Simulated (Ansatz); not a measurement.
**Nudged elastic band, with input and output: Ti16O (part 2 of 3)**

Ti16O (defect cell, 17 atoms in the cell); DFT PBE, scalar-relativistic, plane waves, PAW, no spin polarisation (Ansatz 0.2.0); cutoff 420 eV, 4×4×4 k-mesh, Gaussian smearing of 0.1 eV. The structure derives from an entry of the Crystallography Open Database. It belongs to a series of runs on one base structure; here: climbing-image band for the jump of O by 2.91 A.

Geometry of the input (Å; fractional positions):
```
-4.1120  -4.1120  -4.1120
-4.1120  4.1120  4.1120
4.1120  4.1120  -4.1120
Ti 0.7537  -0.0000  0.2536
Ti 0.4999  0.0000  0.5000
Ti 0.2463  -0.0001  0.7461
Ti 0.7500  0.5000  0.7501
Ti 0.7539  0.2537  0.0000
Ti 0.5003  0.2539  0.2540
Ti 0.2500  0.2500  0.5000
Ti -0.0000  0.2499  0.7499
Ti -0.0000  0.0000  -0.0000
Ti 0.7500  0.7500  0.5000
Ti 0.5002  0.7463  0.7464
Ti 0.4999  0.5000  -0.0000
Ti 0.2501  0.5000  0.2501
Ti -0.0001  0.5000  0.5000
Ti 0.2464  0.7461  0.0001
Ti -0.0000  0.7499  0.2500
O  0.5000  0.0000  -0.0000
```

The program's output, continued
```
SCF iter   1: F=—  HF=-40563.413322 eV  |F-HF|=—  |Δ(HF+E_count)|=         —  Δρ=2.78e-3  dr2=5.82e-2  ethr=2.87e-5  ⟨swp⟩=1.0  Hψ=14201  notcnv=0
preconditioner: auto → Kerker (q_TF=auto, 2.578 Å⁻¹)  [metal: Δε(μ)=0.015 eV  Ē_g=2.772 eV  σ=0.100 eV  W_gap=0.09  n_scr=78 (ndim 8)  ℏωp=18.4 eV  f_vac=0.000  D(μ)=23.98/eV (n_scr^D=320)]
SCF iter   2: F=—  HF=-40563.409879 eV  |F-HF|=—  |Δ(HF+E_count)|=   3.44e-3  Δρ=1.15e-3  dr2=9.99e-3  ethr=2.87e-5  ⟨swp⟩=1.0  Hψ=3808  notcnv=0
SCF iter   3: F=—  HF=-40563.408978 eV  |F-HF|=—  |Δ(HF+E_count)|=   9.01e-4  Δρ=2.78e-4  dr2=3.40e-4  ethr=5.05e-6  ⟨swp⟩=2.0  Hψ=4837  notcnv=0
SCF iter   4: F=—  HF=-40563.408904 eV  |F-HF|=—  |Δ(HF+E_count)|=   7.37e-5  Δρ=5.89e-5  dr2=2.64e-5  ethr=1.72e-7  ⟨swp⟩=2.0  Hψ=4917  notcnv=0
SCF iter   5: F=—  HF=-40563.408718 eV  |F-HF|=—  |Δ(HF+E_count)|=   1.86e-4  Δρ=1.84e-5  dr2=1.36e-6  ethr=1.33e-8  ⟨swp⟩=2.0  Hψ=4925  notcnv=0
SCF iter   6: F=—  HF=-40563.408718 eV  |F-HF|=—  |Δ(HF+E_count)|=   1.18e-7  Δρ=6.02e-6  dr2=1.40e-7  ethr=5.05e-11  ⟨swp⟩=4.0  Hψ=11707  notcnv=0
SCF iter   7: F=-40563.408718 eV  HF=-40563.408718 eV  |F-HF|=1.45e-8  |Δ(HF+E_count)|=   1.42e-8  Δρ=2.73e-6  dr2=1.98e-8  ethr=5.05e-11  ⟨swp⟩=4.0  Hψ=10619  notcnv=0
SCF 47 converged in 7 iterations: F = -40563.408718 eV  dr2 = 1.98e-8
NEB image 1
NSCF: frozen V_eff on 32 k-points
NEB image 3
NSCF: frozen V_eff on 32 k-points
NEB image 4
NSCF: frozen V_eff on 32 k-points
NEB image 5
NSCF: frozen V_eff on 32 k-points
NEB image 2
NSCF: frozen V_eff on 32 k-points
the band table was solved once a step of the walk had ended and its energy, with any forces and stress, was formed, with the checks that follow a solve (14053 applications of the Hamiltonian). They found nothing against the state; the energy, forces and stress were not computed again (output.eigenvalues in the input reference)
NEB iter   9: max|band force component| = 4.347e-2 eV/Å  barrier→ = 1.5594 eV  barrier← = 1.5594 eV  CI = image 2  Δτ_max = 0.0000 Å  (33 SCF iters)
```

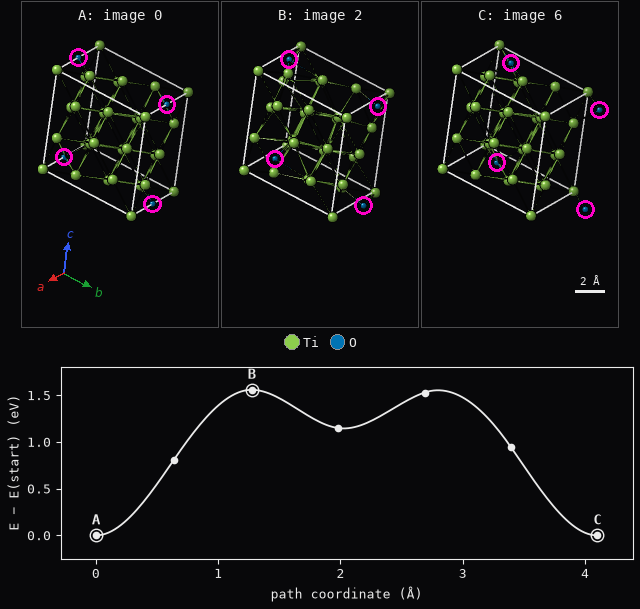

**Figure 1.** Images of the last band (counted from 0; ball-and-stick, simulation cell, seen slightly off an axis), with the moving atom and its periodic copies ringed, above the energy along the path; the line is a cubic interpolation that uses the forces. The highest image is number 2, 1.559 eV above the start and 1.559 eV above the end (the climbing image); start and end have the same energy. The path is 4.10 Å long, and O17 moves most (2.91 Å). The band converged in 9 iterations.

```
SCF converged after 6 iterations
Free energy (F): -40562.794283 eV
Harris-Foulkes:  -40562.794283 eV  (|F-HF|=6.23e-9)
Internal energy: -40562.675987 eV  (E = F + TS)
E sigma→0 (E₀):  -40562.735135 eV
Entropy (-TS):   -0.118296 eV (-6.959 meV/atom)
Fermi energy:    13.543040 eV
--- Per-component energies (eV) ---
  E_band       = -2446.789650
  E_kinetic    = 4547.484959
  E_local      = -13227.480922  (includes V_loc(G=0)·N_el)
  E_nonlocal   = 180.208619
  E_hartree    = 5438.729743
  E_xc         = -1636.651679
  E_vxc        = -2049.899117  (∫ρ·V_xc dr)
  E_paw        = -16922.419018  (= ΣΔE_a)
  E_vpaw       = -2774.566931  (= ΣTr[D̂ρ^β])
  E_aug_tail   = 0.004396  (compensation charges beyond the density's cutoff)
  E_ewald      = -18942.552084
  E_smearing   = -0.118296  (= −TS)
  E_closure    = 0.000000  (closes the sum)
  Σ components = -40562.794283   (vs F -40562.794283, Δ=0.00e0)
--- Forces (eV/Å), atoms counted from 1 ---
  atom   1  Ti     0.00031012     0.00247453     0.00104366
  atom   2  Ti    -0.00083264    -0.00259846     0.00018556
  atom   3  Ti    -0.00175078     0.00099859    -0.01303465
  atom   4  Ti    -0.00022200     0.00528285    -0.00134621
  atom   5  Ti     0.00651750    -0.00694596    -0.00696206
  atom   6  Ti    -0.00174962    -0.01302389     0.00100942
  atom   7  Ti    -0.00011097    -0.00111290     0.00028597
  atom   8  Ti    -0.00020628     0.00388656     0.00254676
  atom   9  Ti    -0.00212400     0.00829660     0.00832274
  atom  10  Ti    -0.00010428     0.00029736    -0.00112350
  atom  11  Ti     0.00030822     0.00105614     0.00245143
  atom  12  Ti     0.00382126     0.00660830     0.00663157
  atom  13  Ti    -0.00020599     0.00250550     0.00390201
  atom  14  Ti    -0.00082455     0.00017184    -0.00258503
  atom  15  Ti    -0.00262900    -0.00951415    -0.00952958
  atom  16  Ti    -0.00022452    -0.00135018     0.00527912
  atom  17  O      0.00002222     0.00298018     0.00293487
  max |Σ_I F_I| component: 1.29e-5 eV/Å
--- Band table (eV; the first three rows and the last of 32) ---
  k-point 0: bands = ["-43.1646", "-43.1472", "-43.0879", "-43.0862", "-43.0079", "-42.9752", "-42.9667", "-42.9559", "-42.9331", "-42.9092", "-42.8814", "-42.8644", "-42.8591", "-42.8464", "-42.8403", "-42.7650", "-19.7324", "-19.6342", "-19.6195", "-19.5941", "-19.5790", "-19.5528", "-19.5376", "-19.5300", "-19.5206", "-19.5137", "-19.4958", "-19.4642", "-19.4573", "-19.4244", "-19.4141", "-19.3544", "-19.3432", "-19.3283", "-19.3135", "-19.2952", "-19.2725", "-19.2633", "-19.2482", "-19.2455", "-19.2187", "-19.2039", "-19.1931", "-19.1792", "-19.1613", "-19.1608", "-19.1189", "-19.1100", "-19.0985", "-19.0868", "-19.0583", "-19.0536", "-19.0457", "-19.0360", "-19.0187", "-19.0002", "-18.9867", "-18.9818", "-18.9514", "-18.9380", "-18.9240", "-18.9186", "-18.8853", "-18.7877", "-6.5377", "6.8799", "6.9578", "7.1128", "8.2963", "10.2194", "10.2608", "10.6092", "11.2304", "11.2888", "11.3466", "11.4630", "11.4976", "11.5328", "11.7536", "11.8934", "12.0260", "12.0669", "12.1376", "12.1758", "12.2406", "12.3101", "12.4146", "12.5986", "12.7272", "12.8160", "12.8920", "12.9334", "12.9452", "13.0150", "13.2398", "13.2847", "13.3131", "13.3442", "13.4248", "13.5061", "13.6053", "13.6453", "13.7030", "13.7783", "13.9078", "14.0415", "14.1737", "14.2446", "14.2889", "14.3790", "14.5034", "14.5560", "14.6622", "14.7365", "14.9087", "15.0201", "15.0381", "15.0789", "15.1605"]
  k-point 1: bands = ["-43.1618", "-43.1481", "-43.0891", "-43.0842", "-43.0118", "-42.9778", "-42.9683", "-42.9538", "-42.9339", "-42.9076", "-42.8822", "-42.8629", "-42.8585", "-42.8436", "-42.8418", "-42.7655", "-19.7527", "-19.6322", "-19.5970", "-19.5911", "-19.5711", "-19.5677", "-19.5568", "-19.5488", "-19.5266", "-19.5054", "-19.5044", "-19.4656", "-19.4596", "-19.4310", "-19.3627", "-19.3488", "-19.3320", "-19.3288", "-19.2892", "-19.2801", "-19.2761", "-19.2618", "-19.2578", "-19.2447", "-19.2111", "-19.2076", "-19.1900", "-19.1870", "-19.1682", "-19.1637", "-19.1270", "-19.1149", "-19.0840", "-19.0797", "-19.0734", "-19.0618", "-19.0542", "-19.0411", "-19.0111", "-18.9984", "-18.9905", "-18.9680", "-18.9670", "-18.9421", "-18.9304", "-18.9215", "-18.8802", "-18.7862", "-6.5373", "6.8916", "6.9293", "7.1101", "9.1053", "9.2183", "9.9721", "10.3004", "11.2519", "11.3979", "11.4874", "11.5610", "11.7382", "11.7531", "11.7785", "11.8755", "11.9148", "12.0454", "12.0623", "12.1654", "12.2601", "12.4559", "12.5225", "12.5691", "12.6461", "12.6967", "12.7210", "12.7594", "12.7887", "12.9373", "13.1624", "13.3324", "13.4469", "13.4910", "13.5344", "13.6905", "13.7287", "13.7356", "13.8169", "13.9596", "13.9841", "14.0139", "14.1659", "14.2190", "14.2799", "14.3272", "14.4746", "14.5850", "14.6136", "14.6424", "14.6756", "14.8723", "14.9933", "15.0226", "15.0887"]
  k-point 2: bands = ["-43.1646", "-43.1472", "-43.0879", "-43.0862", "-43.0079", "-42.9752", "-42.9667", "-42.9559", "-42.9331", "-42.9092", "-42.8814", "-42.8644", "-42.8591", "-42.8464", "-42.8403", "-42.7650", "-19.7324", "-19.6342", "-19.6195", "-19.5941", "-19.5790", "-19.5528", "-19.5376", "-19.5300", "-19.5206", "-19.5137", "-19.4958", "-19.4642", "-19.4573", "-19.4244", "-19.4141", "-19.3544", "-19.3432", "-19.3283", "-19.3135", "-19.2952", "-19.2725", "-19.2633", "-19.2482", "-19.2455", "-19.2187", "-19.2039", "-19.1931", "-19.1792", "-19.1613", "-19.1608", "-19.1189", "-19.1100", "-19.0985", "-19.0868", "-19.0583", "-19.0536", "-19.0457", "-19.0360", "-19.0187", "-19.0002", "-18.9867", "-18.9817", "-18.9514", "-18.9380", "-18.9240", "-18.9186", "-18.8853", "-18.7877", "-6.5377", "6.8799", "6.9578", "7.1128", "8.2963", "10.2194", "10.2608", "10.6092", "11.2304", "11.2888", "11.3466", "11.4630", "11.4976", "11.5328", "11.7536", "11.8934", "12.0260", "12.0669", "12.1376", "12.1758", "12.2406", "12.3101", "12.4146", "12.5986", "12.7272", "12.8160", "12.8920", "12.9334", "12.9452", "13.0150", "13.2398", "13.2847", "13.3131", "13.3442", "13.4248", "13.5061", "13.6053", "13.6453", "13.7030", "13.7783", "13.9078", "14.0415", "14.1737", "14.2446", "14.2889", "14.3790", "14.5034", "14.5560", "14.6622", "14.7365", "14.9087", "15.0201", "15.0381", "15.0789", "15.1605"]
  k-point 31: bands = ["-43.1622", "-43.1496", "-43.0932", "-43.0833", "-42.9988", "-42.9780", "-42.9679", "-42.9549", "-42.9382", "-42.9072", "-42.8848", "-42.8680", "-42.8550", "-42.8450", "-42.8394", "-42.7651", "-19.7300", "-19.6414", "-19.6060", "-19.5914", "-19.5790", "-19.5788", "-19.5459", "-19.5363", "-19.5197", "-19.4940", "-19.4873", "-19.4680", "-19.4414", "-19.4330", "-19.3854", "-19.3579", "-19.3501", "-19.3352", "-19.3216", "-19.2936", "-19.2870", "-19.2861", "-19.2429", "-19.2402", "-19.2088", "-19.2008", "-19.1864", "-19.1767", "-19.1653", "-19.1576", "-19.1355", "-19.1141", "-19.1126", "-19.0728", "-19.0628", "-19.0427", "-19.0330", "-19.0232", "-19.0087", "-18.9999", "-18.9874", "-18.9741", "-18.9585", "-18.9494", "-18.9350", "-18.9078", "-18.9071", "-18.7785", "-6.5375", "6.8726", "6.9853", "7.0685", "8.3060", "10.2693", "10.2915", "10.6277", "11.2510", "11.2867", "11.3707", "11.4671", "11.5077", "11.5417", "11.7031", "11.7396", "11.8789", "12.1219", "12.1362", "12.2053", "12.2370", "12.2475", "12.6344", "12.6424", "12.7727", "12.7782", "12.8730", "12.9243", "12.9487", "13.0212", "13.1547", "13.2976", "13.3326", "13.3439", "13.4086", "13.5004", "13.6469", "13.6725", "13.7313", "13.8237", "13.9000", "13.9445", "14.0581", "14.2145", "14.3076", "14.3857", "14.5310", "14.6169", "14.6336", "14.7373", "14.7905", "14.9536", "15.0699", "15.0762", "15.2568"]
this run last wrote the band of iteration 9 to [file]
--- NEB band (7 images, 9 band iterations, 362 SCF iterations) ---
  forward barrier  = 1.559388 eV
  backward barrier = 1.559388 eV
  lagrangian_above_aufbau_ev (what the smearing adds, to first order; not taken off the barriers): saddle image -0.058121 eV, end points -0.034440 and -0.034439 eV
  climbing image's point = of an order that was not read
  energies are F+E_penalty+E_count in eV, relative to image 0
  image     s (Å)  Δ vs image 0  max|band force component| (eV/Å)
      0    0.0000      0.000000                                 —
      1    0.6370      0.808307                          2.940e-3
  *   2    1.2741      1.559388                          1.358e-2
      3    1.9805      1.149661                          2.586e-2
      4    2.6871      1.529781                          4.347e-2
      5    3.3939      0.944953                          2.096e-2
      6    4.1009      0.000000                                 —
  climbing-image geometry (image 2):
  cell:  # Å, volume = 278.1188 Å³
    - [-4.1120350457, -4.1120350457, -4.1120350457]
    - [-4.1120350457, 4.1120350457, 4.1120350457]
    - [4.1120350457, 4.1120350457, -4.1120350457]
  atoms:
    - { symbol: Ti, position: [0.7701695050107265, -0.018369318489226294, 0.2517468112952647] }
    - { symbol: Ti, position: [0.5011012865652656, -0.0010898274553656135, 0.5000548163055933] }
    - { symbol: Ti, position: [0.21011491474195432, -0.031159879436596233, 0.6790027349617653] }
    - { symbol: Ti, position: [0.7695752215427647, 0.5104140848092782, 0.7799795993367887] }
    - { symbol: Ti, position: [0.7264356910235007, 0.2201116583350471, 1.201559692154408e-5] }
    - { symbol: Ti, position: [0.5311230249578485, 0.28984944679255914, 0.3210202263911442] }
    - { symbol: Ti, position: [0.24464764006108441, 0.2554057168597542, 0.5000509997244961] }
    - { symbol: Ti, position: [-0.007106812723449318, 0.2679432239406685, 0.7608469375936942] }
    - { symbol: Ti, position: [0.00889388674754433, 0.01982000993302872, 1.3762365983108031e-5] }
    - { symbol: Ti, position: [0.7446099927626931, 0.7553679750685627, 0.49997579625266286] }
    - { symbol: Ti, position: [0.5184362171803467, 0.7298969574087848, 0.7482798101372534] }
    - { symbol: Ti, position: [0.4802201723295864, 0.4912472233804129, 1.3738506331472528e-5] }
    - { symbol: Ti, position: [0.23205973923610168, 0.5071110437685319, 0.23918140033127133] }
    - { symbol: Ti, position: [0.001057919394163785, 0.4988668564789022, 0.49997009057117986] }
    - { symbol: Ti, position: [0.27990971209086424, 0.7736303884976277, 1.2028180211454131e-5] }
    - { symbol: Ti, position: [-0.010392479692059697, 0.7304471995670254, 0.2200438641796434] }
    - { symbol: O, position: [0.41630642823773223, 0.0836488238743392, 1.1183069795889233e-5] }
```
